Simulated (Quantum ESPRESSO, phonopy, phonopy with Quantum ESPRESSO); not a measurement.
# Grüneisen parameters and expansion of BAs (F-43m)

Wanted: mode Grüneisen parameters of BAs and a free-energy fit over volumes.

Measurements to reproduce:
- volume expansion coefficient 11.55 1e-6/K near room temperature (given in “Basic Physical Properties of Cubic Boron Arsenide (three times its linear coefficient)”, 2019, arxiv:1911.11281)
- volume expansion coefficient 10.8 1e-6/K near room temperature (given in “Thermal expansion coefficients of high thermal conducting BAs and BP materials (three times its linear coefficient)”, 2019, arxiv:1906.04101)

Main program and level: Quantum ESPRESSO 7.5; DFT PBE+D3(BJ), scalar-relativistic, plane waves, GBRV ultrasoft pseudopotentials.

## (1) Set-up

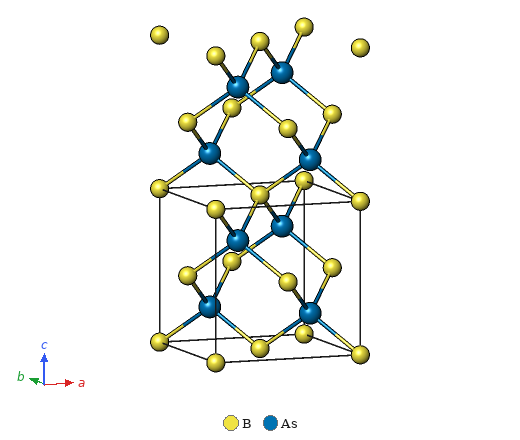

The starting structure, seen slightly off an axis (boron yellow, arsenic blue). 1×1×2 cells are drawn. This picture shows the conventional cell, with its axes. Bonds to atoms that aren't drawn are left out. Some periodic images of atoms are drawn too.

## (2) A first coarse run

A cheap single point shows whether the cell is a metal or an insulator and how far it is from rest; that sets the k-mesh and the occupations of what follows.

Contents of probe.in:

```
&CONTROL
  calculation = 'scf'
  prefix      = 'x'
  outdir      = './tmp'
  pseudo_dir  = './pseudo'
  tprnfor     = .true.
  tstress     = .true.
  verbosity   = 'high'
/
&SYSTEM
  ibrav           = 0
  nat             = 2
  ntyp            = 2
  ecutwfc         = 40.0
  ecutrho         = 240.0
  occupations     = 'smearing'
  smearing        = 'gaussian'
  degauss         = 0.01
  vdw_corr        = 'grimme-d3'
  dftd3_version   = 4
  dftd3_threebody = .false.
/
&ELECTRONS
  conv_thr         = 1.0d-07
  mixing_beta      = 0.7
  electron_maxstep = 100
/
ATOMIC_SPECIES
 B      10.8100  B.upf
 As     74.9216  As.upf
CELL_PARAMETERS angstrom
     0.000000000    2.388500000    2.388500000
     2.388500000    0.000000000    2.388500000
     2.388500000    2.388500000    0.000000000
ATOMIC_POSITIONS crystal
 B      0.000000000   0.000000000   0.000000000
 As     0.250000000   0.250000000   0.250000000
K_POINTS automatic
 6 6 6 0 0 0
```

Started as:

```bash
$ OMP_NUM_THREADS=1 mpirun -n 8 pw.x -nk 8 -in probe.in > probe.out
```

Planned after this: finding the static equilibrium; self-consistent run; ph1.000 field d3hess; zone-centre response; A displaced supercell; phonons, V/V0 1; self-consistent run, V/V0 1.015; ph1.015 field d3hess; phonons, V/V0 1.015; ground state at this cell, V/V0 0.985; ph0.985 field d3hess; phonons, V/V0 0.985; self-consistent run, V/V0 1.03; ph1.030 field d3hess; born charges and dielectric tensor; forces on a displaced cell; phonons, V/V0 1.03; ground state at this cell, V/V0 0.97; ph0.970 field d3hess; lattice dynamics at this volume, V/V0 0.97; ground state at this cell, V/V0 1.05; ph1.050 field d3hess; cost and result by level; phonons, V/V0 1.05; how the modes move with volume; quasi-harmonic fit by phonopy. Settings of the main run: cutoff 40 Ry, 9×9×9 k-mesh, fixed occupations, 3×3×3 supercell, supercell k mesh 3×3×3, displacement 0.02 Å.

What does the calculation give for the isothermal bulk modulus at 300 K?

Near room temperature BAs expands by 11.9 × 10⁻⁶/K in volume by PBE+D3(BJ), with C_P = 17.2 J/(mol K) per mole of atoms and B_T = 135 GPa. C_P at room temperature is 69 % of the classical 3R an atom, so the stiffest modes are still partly frozen out. A measured volume expansion coefficient near room temperature is 11.55 1e-6/K (arxiv:1911.11281); the calculated 11.9 1e-6/K differs by +3 %.

- volume expansion coefficient at 300 K: 11.9 1e-6/K
- isothermal bulk modulus at 300 K: 135 GPa
- C_P at 300 K: 17.17 J/mol-atom/K
- Grüneisen parameter at 300 K: 0.776
- mean mode Grüneisen parameter at 300 K: 0.761

The heat-capacity-weighted Grüneisen parameter goes from 0.293 at 50 K to 0.871 at 800 K; 2 % of the modes stiffen on expansion. Weighting γ by the density of states and each mode's heat capacity at 300 K, modes below 250 cm⁻¹ give about 23 % of the sum of γC that drives the expansion, those up to 500 cm⁻¹ 23 % and the rest 54 %. Among the labelled points γ is largest for branch 4 at W (623 cm⁻¹, 1.5) and most negative for branch 1 at L (138 cm⁻¹, -0.15). The supercell is 8.4 Å across at its narrowest and was not tested against a larger one: only its own wavevectors are exact, and acoustic branches between them, with the entropy at low temperature, can be off.

[Logs are printed without paths, hosts, clocks, repeated set-up lines and the standing remarks that a program may print on its own settings, such as how far it seeks lower states.]

[Hosts, paths, dates, database ids (printed as entryN), source tags and the programs' standing remarks are cut or masked in the printed files.]

[A step with changed settings may run another functional than the one named; its input shows which.]

[Of the runs on displaced cells, only some may be shown.]
